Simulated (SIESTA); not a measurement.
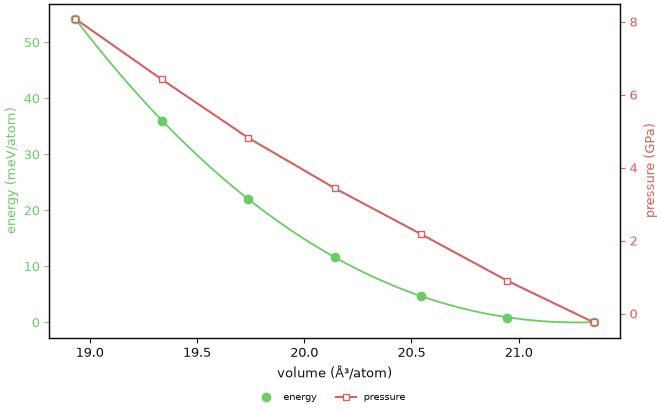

The figure shows the energy and pressure against volume for SiSe, space group P-6m2 (No. 187) (cell built by us, not taken from a database).

Cell as given: a = 3.595 Å, b = 3.595 Å, c = 3.599 Å, α = 90.00°, β = 90.00°, γ = 120.00°; 2 atoms.

Method: DFT in numerical atomic orbitals with pseudopotentials, no spin polarisation; energies at scaled volumes of the given cell, shape and fractions fixed, counted from the fit's minimum, third-order Birch-Murnaghan fit (SIESTA 5.4.2). Level: PBE.

- k mesh: 9×9×7
- occupations: Fermi–Dirac
- smearing width: 0.05 eV
- potentials: PseudoDojo 0.4 standard, converted to PSML, two zetas on semicore shells
- program settings: basis DZP, mesh cutoff 500 Ry

The numbers behind the figure:

| volume (Å³/atom) | energy (meV/atom) | pressure (GPa) |
| --- | --- | --- |
| 18.93 | 54.21 | 8.08 |
| 19.34 | 36.04 | 6.42 |
| 19.74 | 22.03 | 4.82 |
| 20.14 | 11.73 | 3.44 |
| 20.54 | 4.71 | 2.18 |
| 20.95 | 0.85 | 0.90 |
| 21.35 | 0.08 | −0.24 |

Caveats: the fit and the printed pressures don't fully agree, or the minimum lies near the end of the range; mulliken charges of long orbitals; shape and atomic fractions are frozen while scaling, which makes layered, chain and framework solids too stiff.
